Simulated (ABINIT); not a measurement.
## AlN: Bethe–Salpeter calculation (part 2 of 2)

AlN (Fm-3m, 2 atoms in the cell); Kohn-Sham DFT of a periodic cell, PBEsol, PseudoDojo NC SR PBEsol v0.4 stringent, GW-BSE, no spin polarisation (ABINIT 10.8.3); cutoff 1142.88 eV, 6×6×6 k-mesh, fixed occupations. The structure derives from a Materials Project entry.

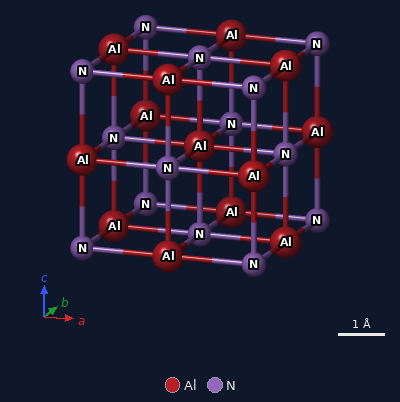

Figure 1. The input geometry (ball-and-stick view of the cell 4 times as large as that of the calculation, set on its symmetry axes, seen slightly off an axis).

## What the program printed, continued
```
 cartesian forces (eV/Angstrom) at end:
    1     -0.00000000000000    -0.00000000000000    -0.00000000000000
    2     -0.00000000000000    -0.00000000000000    -0.00000000000000
 frms,max,avg= 0.0000000E+00 0.0000000E+00   0.000E+00  0.000E+00  0.000E+00 e/A
 length scales=  5.403674099760  5.403674099760  5.403674099760 bohr
              =  2.859501186800  2.859501186800  2.859501186800 angstroms
 Fermi (or HOMO) energy (hartree) =   0.35555   Average Vxc (hartree)=  -0.44690
 Eigenvalues (hartree) for nkpt=  16  k points:
 kpt#   1, nband=  4, wtk=  0.00463, kpt=  0.0000  0.0000  0.0000 (reduced coord)
  -0.28878    0.35555    0.35555    0.35555
 prteigrs : prtvol=0 or 1, do not print more k-points.

--- !EnergyTerms
iteration_state     : {dtset: 1, }
comment             : Components of total free energy in Hartree
kinetic             :  8.29512414083537E+00
hartree             :  2.22641232316297E+00
xc                  : -4.26357041782710E+00
Ewald energy        : -1.23382982641456E+01
psp_core            :  4.26645798543358E-01
local_psp           : -6.39505806768669E+00
non_local_psp       : -7.09176574361525E-01
total_energy        : -1.27579210614792E+01
total_energy_eV     : -3.47160717699647E+02
band_energy         :  9.69246087518151E-01
...

 Cartesian components of stress tensor (hartree/bohr^3)
  sigma(1 1)=  4.28056146E-07  sigma(3 2)=  0.00000000E+00
  sigma(2 2)=  4.28056146E-07  sigma(3 1)=  0.00000000E+00
  sigma(3 3)=  4.28056146E-07  sigma(2 1)=  0.00000000E+00

-Cartesian components of stress tensor (GPa)         [Pressure= -1.2594E-02 GPa]
- sigma(1 1)=  1.25938466E-02  sigma(3 2)=  0.00000000E+00
- sigma(2 2)=  1.25938466E-02  sigma(3 1)=  0.00000000E+00
- sigma(3 3)=  1.25938466E-02  sigma(2 1)=  0.00000000E+00

================================================================================
== DATASET  2 ==================================================================

--- !DatasetInfo
iteration_state: {dtset: 2, }
dimensions: {natom: 2, nkpt: 216, mband: 13, nsppol: 1, nspinor: 1, nspden: 1, mpw: 1463, }
cutoff_energies: {ecut:  42.0, pawecutdg:  -1.0, }
electrons: {nelect:   8.00000000E+00, charge:   0.00000000E+00, occopt:   1.00000000E+00, tsmear:   1.00000000E-02, }
meta: {optdriver: 0, ionmov: 0, optcell: 0, iscf: -2, paral_kgb: 0, }
...

 mkfilename : getden/=0, take file _DEN from output of DATASET   1.

 Real(R)+Recip(G) space primitive vectors, cartesian coordinates (Bohr,Bohr^-1):
 R(1)=  0.0000000  3.8209746  3.8209746  G(1)= -0.1308567  0.1308567  0.1308567
 R(2)=  3.8209746  0.0000000  3.8209746  G(2)=  0.1308567 -0.1308567  0.1308567
 R(3)=  3.8209746  3.8209746  0.0000000  G(3)=  0.1308567  0.1308567 -0.1308567
 Unit cell volume ucvol=  1.1157129E+02 bohr^3
 Angles (23,13,12)=  6.00000000E+01  6.00000000E+01  6.00000000E+01 degrees

 getcut: wavevector=  0.0000  0.0000  0.0000  ngfft=  32  32  32
         ecut(hartree)=     42.000   => boxcut(ratio)=   2.02988
--------------------------------------------------------------------------------

================================================================================
 Non-SCF case, kpt    1 (  0.01833  0.03500  0.05167), residuals and eigenvalues=
  1.75E-13  7.46E-13  3.25E-13  8.78E-13  2.27E-13  3.37E-13  5.08E-13  4.73E-13
  5.91E-13  1.14E-09  2.82E-08  5.76E-08  1.75E-10
 -2.8729E-01  3.4846E-01  3.5337E-01  3.5472E-01  5.6921E-01  7.8907E-01
  8.0209E-01  8.0304E-01  9.7406E-01  9.9958E-01  1.0015E+00  1.0474E+00
  1.0552E+00
 prteigrs : prtvol=0 or 1, do not print more k-points.

--- !ResultsGS
iteration_state: {dtset: 2, }
comment   : Summary of ground state results
lattice_vectors:
- [  0.0000000,   3.8209746,   3.8209746, ]
- [  3.8209746,   0.0000000,   3.8209746, ]
- [  3.8209746,   3.8209746,   0.0000000, ]
lattice_lengths: [   5.40367,    5.40367,    5.40367, ]
lattice_angles: [ 60.000,  60.000,  60.000, ] # degrees, (23, 13, 12)
lattice_volume:   1.1157129E+02
convergence: {deltae:  0.000E+00, res2:  0.000E+00, residm:  9.977E-13, diffor:  0.000E+00, }
etotal    :  -1.27579211E+01
entropy   :   0.00000000E+00
fermie    :   3.55547637E-01
cartesian_stress_tensor: null
pressure_GPa: null
xred      :
- [  5.0000E-01,   5.0000E-01,   5.0000E-01, Al]
- [  0.0000E+00,   0.0000E+00,   0.0000E+00,  N]
cartesian_forces: null
force_length_stats: {min: null, max: null, mean: null, }
...

 Integrated electronic density in atomic spheres:
 ------------------------------------------------
 Atom  Sphere_radius  Integrated_density
    1        2.00000          1.04536197
    2        2.00000          5.43103474
================================================================================

 ----iterations are completed or convergence reached----

 Mean square residual over all n,k,spin=   44.856E-14; max=  99.767E-14
 reduced coordinates (array xred) for    2 atoms
       0.500000000000      0.500000000000      0.500000000000
       0.000000000000      0.000000000000      0.000000000000

 cartesian coordinates (angstrom) at end:
    1      2.02197268003573     2.02197268003573     2.02197268003573
    2      0.00000000000000     0.00000000000000     0.00000000000000
 length scales=  5.403674099760  5.403674099760  5.403674099760 bohr
              =  2.859501186800  2.859501186800  2.859501186800 angstroms
 Eigenvalues (hartree) for nkpt= 216  k points:
 kpt#   1, nband= 13, wtk=  0.00463, kpt=  0.0183  0.0350  0.0517 (reduced coord)
  -0.28729    0.34846    0.35337    0.35472    0.56921    0.78907    0.80209    0.80304
   0.97406    0.99958    1.00150    1.04739    1.05523
 prteigrs : prtvol=0 or 1, do not print more k-points.

================================================================================
== DATASET  3 ==================================================================

--- !DatasetInfo
iteration_state: {dtset: 3, }
dimensions: {natom: 2, nkpt: 216, mband: 7, nsppol: 1, nspinor: 1, nspden: 1, mpw: 677, }
cutoff_energies: {ecut:  25.0, pawecutdg:  -1.0, }
electrons: {nelect:   8.00000000E+00, charge:   0.00000000E+00, occopt:   1.00000000E+00, tsmear:   1.00000000E-02, }
meta: {optdriver: 99, bs_calctype: 1, bs_algorithm: 2, }
...

 mkfilename : getwfk/=0, take file _WFK from output of DATASET   2.

 mkfilename : getden/=0, take file _DEN from output of DATASET   1.

 Exciton: Calculation of dielectric properties by solving the Bethe-Salpeter equation
 in frequency domain and reciprocal space on a transitions basis set.
 Based on a program developed by L. Reining, V. Olevano, F. Sottile,
 S. Albrecht, and G. Onida. Incorporated in ABINIT by M. Giantomassi.

 Real(R)+Recip(G) space primitive vectors, cartesian coordinates (Bohr,Bohr^-1):
 R(1)=  0.0000000  3.8209746  3.8209746  G(1)= -0.1308567  0.1308567  0.1308567
 R(2)=  3.8209746  0.0000000  3.8209746  G(2)=  0.1308567 -0.1308567  0.1308567
 R(3)=  3.8209746  3.8209746  0.0000000  G(3)=  0.1308567  0.1308567 -0.1308567
 Unit cell volume ucvol=  1.1157129E+02 bohr^3
 Angles (23,13,12)=  6.00000000E+01  6.00000000E+01  6.00000000E+01 degrees

--- Pseudopotential description ------------------------------------------------
- pspini: atom type   1  psp file is ./Al.upf
  13.00000   3.00000  180301                  znucl, zion, pspdat
12 -116133 2 -1 1876                          pspcod,pspxc,lmax,lloc,mmax
     nproj     2     2     2

- pspini: atom type   2  psp file is ./N.upf
   7.00000   5.00000  180301                  znucl, zion, pspdat
12 -116133 1 -1 1058                          pspcod,pspxc,lmax,lloc,mmax
     nproj     2     2     0

--------------------------------------------------------------------------------

 ==== K-mesh for the wavefunctions ====
 Number of points in the irreducible wedge :   216
 Reduced coordinates and weights :

     1)     1.83333333E-02  3.50000000E-02  5.16666667E-02       0.00463
     2)     1.85000000E-01  3.50000000E-02  5.16666667E-02       0.00463
     3)     3.51666667E-01  3.50000000E-02  5.16666667E-02       0.00463
     4)    -4.81666667E-01  3.50000000E-02  5.16666667E-02       0.00463
   [... 212 further points ...]

 Together with 48 symmetry operations and time-reversal symmetry
 yields   216 points in the full Brillouin Zone.

 ==== Q-mesh for the screening function ====
 Number of points in the irreducible wedge :    16
 Reduced coordinates and weights :

     1)     0.00000000E+00  0.00000000E+00  0.00000000E+00       0.00463
     2)     1.66666667E-01  0.00000000E+00  0.00000000E+00       0.03704
     3)     3.33333333E-01  0.00000000E+00  0.00000000E+00       0.03704
     4)     5.00000000E-01  0.00000000E+00  0.00000000E+00       0.01852
   [... 12 further points ...]

 Together with 48 symmetry operations and time-reversal symmetry
 yields   216 points in the full Brillouin Zone.

 vcoul_init : cutoff-mode = AUXILIARY_FUNCTION
 q-points for optical limit:   1
     1)      0.000010    0.000020    0.000030
 setmesh: FFT mesh size selected  =    18x   18x   18
          total number of points  =         5832

 ==== Fundamental parameters for the solution of the Bethe-Salpeter equation: ====
 Algorithm: Haydock technique.
 Dimension of the v, W matrices,  npweps  = 59
 Cutoff for the wavefunctions,    npwwfn  = 645
 Number of k-points in the IBZ,   nkibz   = 216
 Highest empty band included,     nband   = 7
 === Spin UP ===
 Number of resonant transitions          2592
 Lowest occupied state                   1
 Highest occupied state                  4
 Lowest unoccupied state                 5
 Highest unoccupied state                7
 Minimum frequency [eV]           Emin    =   0.00
 Maximum frequency [eV]           Emax    =  14.00
 Frequency step [eV]              dE      =   0.05
 Lorentzian broadening [eV]       eta     =   0.10
 RPA L0 with KS energies and KS wavefunctions
 Scissors operator energy [eV] =          0.80
 Local fields effects (v term) included
 Excitonic effects (W term) included
 Full W_GG' included
 W is approximated with the model dielectric function
 Resonant-only calculation (Hermitian case)

 Calculating epsilon_Macro(q-->0,w), along the following directions:
 q = (  0.702205  0.000000  0.000000) [r.l.u.]
 q = (  0.000000  0.702205  0.000000) [r.l.u.]
 q = (  0.000000  0.000000  0.702205) [r.l.u.]
 q = (  0.000000  0.608127  0.608127) [r.l.u.]
 q = (  0.608127  0.000000  0.608127) [r.l.u.]
 q = (  0.608127  0.608127  0.000000) [r.l.u.]
 Number of electrons calculated from density =    7.9995; Expected =    8.0000
 average of density, n =  0.071698
 r_s =    1.4933
 omega_plasma =   25.8292 [eV]

 Writing KS-RPA macroscopic dielectric function without local fields to file: runo_DS3_RPA_NLF_MDF
 Writing GW-RPA macroscopic dielectric function without local fields to file: runo_DS3_GW_NLF_MDF
 WARNING: Haydock algorithm did not converge within   2.00E-02 after 200 iterations.
 WARNING: Haydock algorithm did not converge within   2.00E-02 after 200 iterations.
 WARNING: Haydock algorithm did not converge within   2.00E-02 after 200 iterations.
 WARNING: Haydock algorithm did not converge within   2.00E-02 after 200 iterations.
 >>> Haydock algorithm converged twice within haydock_tol=   2.00E-02 after 179 iterations.
 WARNING: Haydock algorithm did not converge within   2.00E-02 after 200 iterations.
 Writing EXC Macroscopic dielectric function to file: runo_DS3_EXC_MDF

 Macroscopic dielectric function:
 omega [eV] <KS_RPA_nlf>  <GW_RPA_nlf>  <BSE>
   0.0000   4.9743   0.0000   4.6599   0.0000   5.3194   0.0000
   0.0500   4.9745   0.0005   4.6600   0.0004   5.3196   0.0006
   0.1000   4.9748   0.0010   4.6603   0.0007   5.3200   0.0012
   0.1500   4.9754   0.0014   4.6608   0.0011   5.3208   0.0018
   0.2000   4.9763   0.0019   4.6614   0.0015   5.3219   0.0025
   0.2500   4.9773   0.0024   4.6622   0.0018   5.3233   0.0031
   0.3000   4.9787   0.0029   4.6632   0.0022   5.3250   0.0037
   0.3500   4.9802   0.0034   4.6644   0.0026   5.3270   0.0043
   0.4000   4.9820   0.0039   4.6658   0.0030   5.3293   0.0049
   0.4500   4.9841   0.0043   4.6674   0.0033   5.3319   0.0056

== END DATASET(S) ==============================================================
================================================================================

 -outvars: echo values of variables after computation  --------
            acell      5.4036740998E+00  5.4036740998E+00  5.4036740998E+00 Bohr
           etotal1    -1.2757921061E+01
           etotal3     0.0000000000E+00
            fcart1    -0.0000000000E+00 -0.0000000000E+00 -0.0000000000E+00
                      -0.0000000000E+00 -0.0000000000E+00 -0.0000000000E+00
            fcart3     0.0000000000E+00  0.0000000000E+00  0.0000000000E+00
                       0.0000000000E+00  0.0000000000E+00  0.0000000000E+00
            rprim      0.0000000000E+00  7.0710678120E-01  7.0710678120E-01
                       7.0710678120E-01  0.0000000000E+00  7.0710678120E-01
                       7.0710678120E-01  7.0710678120E-01  0.0000000000E+00
           strten1     4.2805614641E-07  4.2805614641E-07  4.2805614641E-07
                       0.0000000000E+00  0.0000000000E+00  0.0000000000E+00
           strten3     0.0000000000E+00  0.0000000000E+00  0.0000000000E+00
                       0.0000000000E+00  0.0000000000E+00  0.0000000000E+00
           xangst      2.0219726800E+00  2.0219726800E+00  2.0219726800E+00
                       0.0000000000E+00  0.0000000000E+00  0.0000000000E+00
             xred      5.0000000000E-01  5.0000000000E-01  5.0000000000E-01
                       0.0000000000E+00  0.0000000000E+00  0.0000000000E+00
 Calculation completed.
```

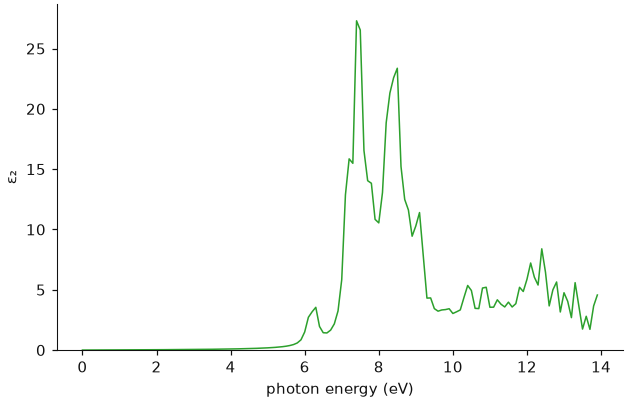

Figure 2. Imaginary part of the dielectric function (first component that the program prints). The highest peak, 27.3, lies at 7.40 eV.

This output came from the following input.

## The input
```
# Datasets
ndtset 3

# Pseudopotentials
pp_dirpath "./"
pseudos "Al.upf, N.upf"

# Structure
acell 2.8595011868 2.8595011868 2.8595011868 Angstrom
rprim
     0.0000000000     0.7071067812     0.7071067812
     0.7071067812     0.0000000000     0.7071067812
     0.7071067812     0.7071067812     0.0000000000
ntypat 2
znucl 13 7
natom 2
typat 1 2
chkprim 0
chksymtnons 0
tolsym 1.0e-6
xred
            1/2            1/2            1/2
            0.0            0.0            0.0

# Plane-wave basis
ecut 1142.878222 eV
ecutsm 0.5

# k points
kptopt 1
ngkpt 6 6 6
nshiftk 1
shiftk 0.11 0.21 0.31
chksymbreak 0
istwfk *1

# Exchange and correlation
ixc -116133

# Bands and occupations
occopt 1

# SCF cycle
nstep 80
diemac 6.0
diemix 0.9

# Output
iomode 3
prteig 0
prtebands 0

# Dataset 1: ground state
nband1 4
tolvrs1 1.0e-12
prtden1 1
prtwf1 0
ngkpt1 6 6 6
nshiftk1 1
shiftk1 0.0 0.0 0.0

# Dataset 2: empty bands at fixed density
iscf2 -2
getden2 1
nband2 13
nbdbuf2 4
tolwfr2 1.0e-12
nstep2 120
prtden2 0

# Dataset 3: Bethe-Salpeter equation, Tamm-Dancoff
optdriver3 99
getwfk3 2
getden3 1
bs_calctype3 1
mbpt_sciss3 0.8 eV
bs_exchange_term3 1
bs_coulomb_term3 21
mdf_epsinf3 5.12
bs_coupling3 0
bs_algorithm3 2
bs_haydock_niter3 200
bs_haydock_tol3 0.02 0.0
bs_loband3 1
nband3 7
ecutwfn3 25.0
ecuteps3 5.0
bs_freq_mesh3 0.0 14.0 0.05 eV
zcut3 0.1 eV
inclvkb3 2
```

Launch command:
```bash
abinit run.abi > log 2>&1
```

## Results in brief

- outcome: converged
- space group (tolerance 0.01 Å): Fm-3m (225)
- electrons treated: 8
- free energy: −347.1607 eV
- Fermi energy of the self-consistent step: 9.675 eV
- pressure: −0.01 GPa
- largest force (length of the vector): under 0.001 eV/Å
- hardware: 1 thread of Arm Neoverse V1, 24 GiB of memory available, shared host
- wall time: 4.4 min
- peak memory: 0.34 GiB

## Remarks

Settings chosen away from the usual ones: diemix set to 0.9. Further notes kept with the run: Wrong value for nkref: nkref= 216 nkbz= 10368 nkbzmx =20736; Hacking the rottb tables!. Points of doubt noted for this run: k mesh coarse for spectra.
